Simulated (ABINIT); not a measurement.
**WS2: dielectric calculation (part 3 of 3)**

Continued. System: WS2 (P6₃/mmc, 6 atoms in the cell). Method: Kohn-Sham DFT of a periodic cell, PBE, PseudoDojo NC SR PBE v0.4.1 standard, no spin polarisation (ABINIT 10.8.3); cutoff 1006.82 eV, 8×8×4 k-mesh, fixed occupations. The structure derives from an entry of the Crystallography Open Database.

Geometry of the input (Å; fractional positions):
```
3.1800  0.0000  0.0000
-1.5900  2.7540  0.0000
0.0000  0.0000  12.5000
S  0.3333  0.6667  0.6250
S  0.6667  0.3333  0.1250
S  0.3333  0.6667  0.8750
S  0.6667  0.3333  0.3750
W  0.3333  0.6667  0.2500
W  0.6667  0.3333  0.7500
```

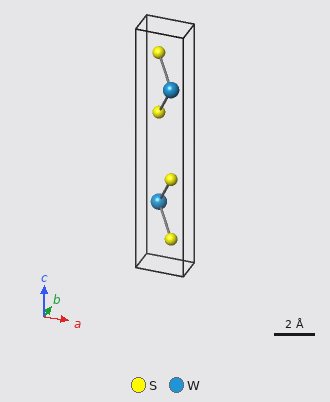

**Figure 1.** The structure as given in the input (ball-and-stick view of the cell of the calculation, seen slightly off an axis).

Log, continued:
```
 Mean square residual over all n,k,spin=   55.976E-20; max=  99.982E-20
 dfpt_looppert : ek2=    7.3582631516E+00
          f-sum rule ratio=    1.0000012462E+00
 Expectation of eigenvalue derivatives (hartree) for nkpt= 128  k points:
  (in case of degenerate eigenvalues, averaged derivative)
 kpt#   1, nband= 26, wtk=  0.00781, kpt=  0.0000  0.0000  0.1250 (reduced coord)
  -0.00000   -0.00000    0.00000   -0.00000    0.00000    0.00000   -0.00000   -0.00000
   0.00347   -0.00484    0.00840   -0.00748    0.01645   -0.02615    0.03901    0.00025
   0.00025   -0.00026   -0.00026    0.00094    0.00094   -0.00094   -0.00094   -0.08607
   0.06808   -0.01071
 prteigrs : prtvol=0 or 1, do not print more k-points.

 2DEtotal=   -0.3729835899E+01 Ha. Also 2DEtotal=   -0.101494005283E+03 eV
    (  non-var. 2DEtotal :   -3.7298358980E+00 Ha)
================================================================================

 ---- first-order wavefunction calculations are completed ----

 Total localisation tensor (bohr^2) in cartesian coordinates
  WARNING : still subject to testing - especially symmetries.
      direction              matrix element
   alpha     beta       real part   imaginary part
     1        1       2.3953643515    0.0000000000
     1        2      -0.8297785519    0.0000000000
     1        3       0.0000000000    0.0000000000
     2        1      -0.8297785519    0.0000000000
     2        2       1.4372186109   -0.0000000000
     2        3       0.0000000000    0.0000000000
     3        1       0.0000000000    0.0000000000
     3        2       0.0000000000    0.0000000000
     3        3       1.2051494655    0.0000000000

 respfn : d/dk was computed, but no 2DTE, so no DDB output.

================================================================================
== DATASET  3 ==================================================================

--- !DatasetInfo
iteration_state: {dtset: 3, }
dimensions: {natom: 6, nkpt: 128, mband: 26, nsppol: 1, nspinor: 1, nspden: 1, mpw: 7962, }
cutoff_energies: {ecut:  37.0, pawecutdg:  -1.0, }
electrons: {nelect:   5.20000000E+01, charge:   0.00000000E+00, occopt:   1.00000000E+00, tsmear:   1.00000000E-02, }
meta: {optdriver: 1, rfelfd: 3, }
...

 mkfilename : getwfk/=0, take file _WFK from output of DATASET   1.

 mkfilename : getddk/=0, take file _1WF from output of DATASET   2.

 Exchange-correlation functional for the present dataset will be:
  GGA: Perdew-Burke-Ernzerhof functional - ixc=11
  J.P.Perdew, K.Burke, M.Ernzerhof, PRL 77, 3865 (1996)

 Real(R)+Recip(G) space primitive vectors, cartesian coordinates (Bohr,Bohr^-1):
 R(1)=  6.0093291  0.0000000  0.0000000  G(1)=  0.1664079  0.0960757  0.0000000
 R(2)= -3.0046645  5.2042316  0.0000000  G(2)=  0.0000000  0.1921513  0.0000000
 R(3)=  0.0000000  0.0000000 23.6215766  G(3)=  0.0000000  0.0000000  0.0423342
 Unit cell volume ucvol=  7.3873978E+02 bohr^3
 Angles (23,13,12)=  9.00000000E+01  9.00000000E+01  1.20000000E+02 degrees
 setup1 : take into account q-point for computing boxcut.

 getcut: wavevector=  0.0000  0.0000  0.0000  ngfft=  36  36 135
         ecut(hartree)=     37.000   => boxcut(ratio)=   2.07171
--------------------------------------------------------------------------------

 ==>  initialize data related to q vector <==

 The list of irreducible perturbations for this q vector is:
    1)    idir= 1    ipert=   8
    2)    idir= 3    ipert=   8

================================================================================

 The perturbation idir=   2  ipert=   8 is
 symmetric of a previously calculated perturbation.
 So, its SCF calculation is not needed.

--------------------------------------------------------------------------------
 Perturbation wavevector (in red.coord.)   0.000000  0.000000  0.000000
 Perturbation : homogeneous electric field along direction   1
 The set of symmetries contains only one element for this perturbation.
 symkpt : not enough symmetry to change the number of k points.

--------------------------------------------------------------------------------

--------------------------------------------------------------------------------

 Initialisation of the first-order wave-functions :
  ireadwf=   0

--- !BeginCycle
iteration_state: {dtset: 3, }
solver: {iscf: 7, nstep: 80, nline: 4, wfoptalg: 0, }
tolerances: {tolvrs: 1.00E-08, }
...

     iter   2DEtotal(Ha)        deltaE(Ha) residm    vres2
-ETOT  1  -1021.8685469430     -1.022E+03 2.492E+02 9.290E+04
 ETOT  2  -1083.5758471597     -6.171E+01 1.687E+00 1.421E+04
 ETOT  3  -1090.5548624865     -6.979E+00 1.578E-01 3.167E+02
 ETOT  4  -1090.6822804430     -1.274E-01 3.326E-02 5.199E+02
 ETOT  5  -1090.7337488254     -5.147E-02 4.072E-03 8.576E+01
 ETOT  6  -1090.7407338553     -6.985E-03 1.322E-03 1.832E+00
 ETOT  7  -1090.7411313416     -3.975E-04 1.661E-04 1.556E+00
 ETOT  8  -1090.7412594151     -1.281E-04 6.917E-05 4.805E-02
 ETOT  9  -1090.7412742646     -1.485E-05 7.268E-06 1.260E-04
 ETOT 10  -1090.7412766234     -2.359E-06 3.753E-06 3.548E-04
 ETOT 11  -1090.7412771008     -4.774E-07 3.372E-07 2.417E-06
 ETOT 12  -1090.7412771913     -9.055E-08 1.797E-07 1.687E-05
 ETOT 13  -1090.7412772110     -1.970E-08 1.571E-08 9.361E-08
 ETOT 14  -1090.7412772148     -3.839E-09 8.528E-09 6.993E-08
 ETOT 15  -1090.7412772156     -7.383E-10 7.487E-10 4.848E-09

 At SCF step   15       vres2   =  4.85E-09 < tolvrs=  1.00E-08 =>converged.
-open ddk wf file :runo_DS2_1WF19
-open ddk wf file :runo_DS2_1WF20
-open ddk wf file :runo_DS2_1WF21
================================================================================

 ----iterations are completed or convergence reached----

 Mean square residual over all n,k,spin=   22.231E-13; max=  74.871E-11

 2DEtotal=   -0.1090741277E+04 Ha. Also 2DEtotal=   -0.296805821887E+05 eV
    (  non-var. 2DEtotal :   -1.0907411664E+03 Ha)

--------------------------------------------------------------------------------
 Perturbation wavevector (in red.coord.)   0.000000  0.000000  0.000000
 Perturbation : homogeneous electric field along direction   3
 The set of symmetries contains only one element for this perturbation.
 symkpt : not enough symmetry to change the number of k points.

--------------------------------------------------------------------------------

--------------------------------------------------------------------------------

 Initialisation of the first-order wave-functions :
  ireadwf=   0

--- !BeginCycle
iteration_state: {dtset: 3, }
solver: {iscf: 7, nstep: 80, nline: 4, wfoptalg: 0, }
tolerances: {tolvrs: 1.00E-08, }
...

     iter   2DEtotal(Ha)        deltaE(Ha) residm    vres2
-ETOT  1   24.666523751453      2.467E+01 6.611E-01 5.109E+05
 ETOT  2   8.9800443445865     -1.569E+01 3.437E-01 2.977E+05
 ETOT  3  -19.237702386398     -2.822E+01 1.240E-01 4.708E+02
 ETOT  4  -19.332162533053     -9.446E-02 3.612E-03 1.274E+02
 ETOT  5  -19.341564148670     -9.402E-03 1.345E-04 2.194E+01
 ETOT  6  -19.343471502862     -1.907E-03 2.535E-05 3.057E-01
 ETOT  7  -19.343521542814     -5.004E-05 3.791E-06 2.970E-02
 ETOT  8  -19.343526015961     -4.473E-06 6.315E-07 1.996E-03
 ETOT  9  -19.343526484664     -4.687E-07 7.435E-08 1.527E-05
 ETOT 10  -19.343526527702     -4.304E-08 1.809E-08 6.684E-06
 ETOT 11  -19.343526534340     -6.638E-09 3.791E-09 3.393E-06
 ETOT 12  -19.343526535700     -1.359E-09 8.732E-10 6.773E-08
 ETOT 13  -19.343526535889     -1.895E-10 1.864E-10 6.942E-09

 At SCF step   13       vres2   =  6.94E-09 < tolvrs=  1.00E-08 =>converged.
-open ddk wf file :runo_DS2_1WF19
-open ddk wf file :runo_DS2_1WF20
-open ddk wf file :runo_DS2_1WF21
================================================================================

 ----iterations are completed or convergence reached----

 Mean square residual over all n,k,spin=   94.431E-14; max=  18.638E-11

 2DEtotal=   -0.1934352654E+02 Ha. Also 2DEtotal=   -0.526364171927E+03 eV
    (  non-var. 2DEtotal :   -1.9343523972E+01 Ha)
================================================================================

 ---- first-order wavefunction calculations are completed ----

 ==> Compute Derivative Database <==
 The violation of the charge neutrality conditions
 by the effective charges is as follows :
    atom        electric field
 displacement     direction
       1               1       -0.011270        0.000000
       1               2        0.000000        0.000000
       1               3        0.000000        0.000000
       2               1        0.000000        0.000000
       2               2       -0.011270        0.000000
       2               3        0.000000        0.000000
       3               1        0.000000        0.000000
       3               2        0.000000        0.000000
       3               3       -0.000082        0.000000

 Effective charge tensors after
 imposition of the charge neutrality (if requested by user),
 and eventual restriction to some part :
   atom    displacement
         1         1    2.590067E-01    0.000000E+00    0.000000E+00
         1         2   -1.861248E-16    2.590067E-01    0.000000E+00
         1         3    0.000000E+00    0.000000E+00    2.026925E-01
         2         1    2.590067E-01    0.000000E+00    0.000000E+00
         2         2   -2.191744E-16    2.590067E-01    0.000000E+00
         2         3    0.000000E+00    0.000000E+00    2.026925E-01
         3         1    2.590067E-01    0.000000E+00    0.000000E+00
         3         2   -2.191744E-16    2.590067E-01    0.000000E+00
         3         3    0.000000E+00    0.000000E+00    2.026925E-01
         4         1    2.590067E-01    0.000000E+00    0.000000E+00
         4         2   -1.861248E-16    2.590067E-01    0.000000E+00
         4         3    0.000000E+00    0.000000E+00    2.026925E-01
         5         1   -5.180135E-01    0.000000E+00    0.000000E+00
         5         2    4.052992E-16   -5.180135E-01    0.000000E+00
         5         3    0.000000E+00    0.000000E+00   -4.053850E-01
         6         1   -5.180135E-01    0.000000E+00    0.000000E+00
         6         2    4.052992E-16   -5.180135E-01    0.000000E+00
         6         3    0.000000E+00    0.000000E+00   -4.053850E-01
 Now, the imaginary part of the dynamical matrix is zeroed

  Dielectric tensor, in cartesian coordinates,
     j1       j2             matrix element
  dir pert dir pert     real part    imaginary part

   1    8   1    8        13.7289793841        -0.0000000000

   2    8   2    8        13.7289793838        -0.0000000000

   3    8   3    8         5.6506322331        -0.0000000000

  Effective charges, in cartesian coordinates,
  (from electric field response)
   if specified in the inputs, charge neutrality has been imposed
     j1       j2             matrix element
  dir pert dir pert     real part    imaginary part

   1    1   1    8         0.2590067415         0.0000000000
   1    2   1    8         0.2590067415         0.0000000000
   1    3   1    8         0.2590067415         0.0000000000
   1    4   1    8         0.2590067415         0.0000000000
   1    5   1    8        -0.5180134829         0.0000000000
   1    6   1    8        -0.5180134829         0.0000000000

   2    1   2    8         0.2590067415         0.0000000000
   2    2   2    8         0.2590067415         0.0000000000
   2    3   2    8         0.2590067415         0.0000000000
   2    4   2    8         0.2590067415         0.0000000000
   2    5   2    8        -0.5180134829         0.0000000000
   2    6   2    8        -0.5180134829         0.0000000000

   3    1   3    8         0.2026924838         0.0000000000
   3    2   3    8         0.2026924838         0.0000000000
   3    3   3    8         0.2026924838         0.0000000000
   3    4   3    8         0.2026924838         0.0000000000
   3    5   3    8        -0.4053849676         0.0000000000
   3    6   3    8        -0.4053849676         0.0000000000

== END DATASET(S) ==============================================================
================================================================================

 -outvars: echo values of variables after computation  --------
            acell      1.8897261259E+00  1.8897261259E+00  1.8897261259E+00 Bohr
           etotal1    -1.9603209553E+02
           etotal2    -3.7298358990E+00
           etotal3    -1.9343526536E+01
            fcart1    -9.7083460934E-29 -1.0779069674E-28 -2.6125935464E-03
                       8.2147543867E-29 -4.3116278696E-30 -2.6125935464E-03
                      -7.4679585334E-30  4.7427906566E-29  2.6125935464E-03
                       3.7339792667E-29  7.3297673783E-29  2.6125935464E-03
                       3.5099405107E-28 -4.1822790335E-28  7.2280156505E-20
                      -3.6592996814E-28  4.0960464761E-28  7.2280133160E-20
            fcart3     0.0000000000E+00  0.0000000000E+00  0.0000000000E+00
                       0.0000000000E+00  0.0000000000E+00  0.0000000000E+00
                       0.0000000000E+00  0.0000000000E+00  0.0000000000E+00
                       0.0000000000E+00  0.0000000000E+00  0.0000000000E+00
                       0.0000000000E+00  0.0000000000E+00  0.0000000000E+00
                       0.0000000000E+00  0.0000000000E+00  0.0000000000E+00
            rprim      3.1800000000E+00  0.0000000000E+00  0.0000000000E+00
                      -1.5900000000E+00  2.7539607840E+00  0.0000000000E+00
                       0.0000000000E+00  0.0000000000E+00  1.2500000000E+01
           strten1    -5.5842841911E-05 -5.5842841770E-05 -1.1921475710E-04
                       0.0000000000E+00  0.0000000000E+00  0.0000000000E+00
           strten3     0.0000000000E+00  0.0000000000E+00  0.0000000000E+00
                       0.0000000000E+00  0.0000000000E+00  0.0000000000E+00
           xangst      1.9492142795E-17  1.8359738560E+00  7.8125000000E+00
                       1.5900000000E+00  9.1798692800E-01  1.5625000000E+00
                       1.9492142795E-17  1.8359738560E+00  1.0937500000E+01
                       1.5900000000E+00  9.1798692800E-01  4.6875000000E+00
                       1.9492142795E-17  1.8359738560E+00  3.1250000000E+00
                       1.5900000000E+00  9.1798692800E-01  9.3750000000E+00
             xred      3.3333333333E-01  6.6666666667E-01  6.2500000000E-01
                       6.6666666667E-01  3.3333333333E-01  1.2500000000E-01
                       3.3333333333E-01  6.6666666667E-01  8.7500000000E-01
                       6.6666666667E-01  3.3333333333E-01  3.7500000000E-01
                       3.3333333333E-01  6.6666666667E-01  2.5000000000E-01
                       6.6666666667E-01  3.3333333333E-01  7.5000000000E-01
 Calculation completed.
```

File anaddb.abo:
```
.Version 10.8.3 of ANADDB
================================================================================

 -outvars_anaddb: echo values of input variables ----------------------

 Flags :
     dieflag         2
 Miscellaneous information :
         asr         1

================================================================================

 read the DDB information and perform some checks

  ==== Info on the Cryst% object ====
 Real(R)+Recip(G) space primitive vectors, cartesian coordinates (Bohr,Bohr^-1):
 R(1)=  6.0093291  0.0000000  0.0000000  G(1)=  0.1664079  0.0960757  0.0000000
 R(2)= -3.0046645  5.2042316  0.0000000  G(2)=  0.0000000  0.1921513  0.0000000
 R(3)=  0.0000000  0.0000000 23.6215766  G(3)=  0.0000000  0.0000000  0.0423342
 Unit cell volume ucvol=  7.3873978E+02 bohr^3
 Angles (23,13,12)=  9.00000000E+01  9.00000000E+01  1.20000000E+02 degrees
 Time-reversal symmetry is present
 Reduced atomic positions [iatom, xred, symbol]:
    1)    0.3333333  0.6666667  0.6250000   S
    2)    0.6666667  0.3333333  0.1250000   S
    3)    0.3333333  0.6666667  0.8750000   S
    4)    0.6666667  0.3333333  0.3750000   S
    5)    0.3333333  0.6666667  0.2500000   W
    6)    0.6666667  0.3333333  0.7500000   W

 DDB file with 3 blocks has been read.

================================================================================

 Dielectric Tensor and Effective Charges

 anaddb : Zero the imaginary part of the Dynamical Matrix at Gamma,
   and impose the ASR on the effective charges

 The violation of the charge neutrality conditions
 by the effective charges is as follows :
    atom        electric field
 displacement     direction
       1               1       -0.011270        0.000000
       1               2        0.000000        0.000000
       1               3        0.000000        0.000000
       2               1       -0.000000        0.000000
       2               2       -0.011270        0.000000
       2               3        0.000000        0.000000
       3               1        0.000000        0.000000
       3               2        0.000000        0.000000
       3               3       -0.000082        0.000000

 Effective charge tensors after
 imposition of the charge neutrality (if requested by user),
 and eventual restriction to some part :
   atom    displacement
         1         1    2.590067E-01    0.000000E+00    0.000000E+00
         1         2    1.613996E-16    2.590067E-01    0.000000E+00
         1         3    0.000000E+00    0.000000E+00    2.026925E-01
         2         1    2.590067E-01    0.000000E+00    0.000000E+00
         2         2    1.613996E-16    2.590067E-01    0.000000E+00
         2         3    0.000000E+00    0.000000E+00    2.026925E-01
         3         1    2.590067E-01    0.000000E+00    0.000000E+00
         3         2    1.613996E-16    2.590067E-01    0.000000E+00
         3         3    0.000000E+00    0.000000E+00    2.026925E-01
         4         1    2.590067E-01    0.000000E+00    0.000000E+00
         4         2    1.613996E-16    2.590067E-01    0.000000E+00
         4         3    0.000000E+00    0.000000E+00    2.026925E-01
         5         1   -5.180135E-01    0.000000E+00    0.000000E+00
         5         2   -3.227992E-16   -5.180135E-01    0.000000E+00
         5         3    0.000000E+00    0.000000E+00   -4.053850E-01
         6         1   -5.180135E-01    0.000000E+00    0.000000E+00
         6         2   -3.227992E-16   -5.180135E-01    0.000000E+00
         6         3    0.000000E+00    0.000000E+00   -4.053850E-01
 Now, the imaginary part of the dynamical matrix is zeroed

================================================================================

 anaddb : the run completed successfully.
```

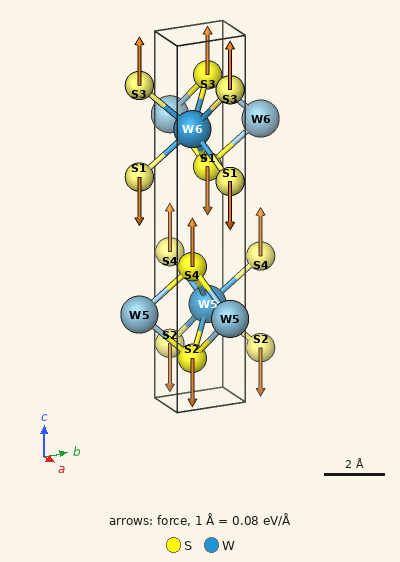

**Figure 2.** Forces on the atoms as orange arrows (ball-and-stick view of the cell of the calculation, seen slightly off an axis; neighbours outside the cell are drawn fainter; atoms are numbered from 1 in the order of the input). The largest act on all 4 S atoms (0.13 eV/Å). The geometry is not a stationary point of this energy.
